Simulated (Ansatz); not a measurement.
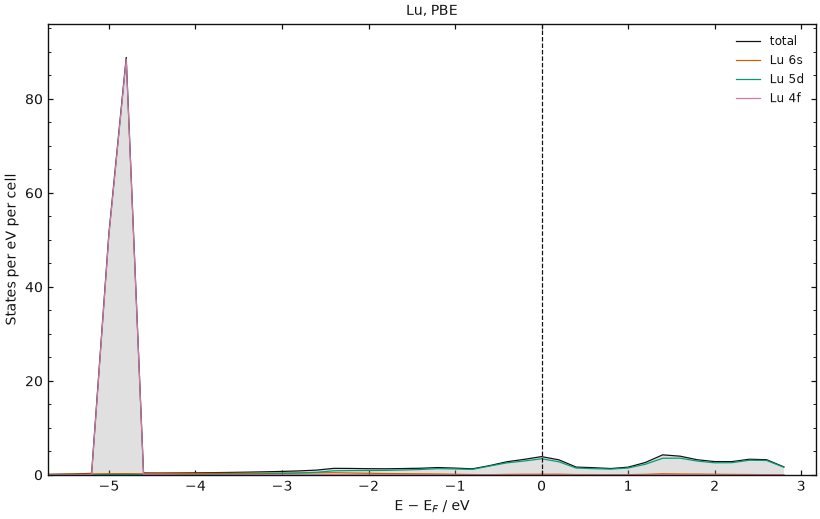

Describe the figure.

Density of states of Lu, space group P6_3/mmc (No. 194), 2 atoms in the cell. Ansatz; DFT, PBE, PAW with Ansatz's default frozen-core files, scalar-relativistic, no spin polarisation, 12×12×6 k mesh, 420 eV cutoff, Fermi-Dirac smearing of 0.05 eV. Energies are counted from the Fermi level. The partial curves are projected on Löwdin-orthogonalised atomic shells.

It is a metal. The density of states at the Fermi level is about 3.5 per eV and cell (mean within 0.25 eV), or 1.7 per atom. By projected weight, the states within 0.3 eV of the Fermi level are Lu 5d almost alone. Over the range shown, the centre of the Lu 4f weight lies 4.9 eV below the Fermi level, and the shell is essentially full. The tallest peak in the window is at −4.8 eV; by projected weight it is Lu 4f almost alone.

Spin-orbit coupling is left out, which matters for Lu. The run has no spin polarisation, and a density of states this high at the Fermi level may favour a magnetic state.
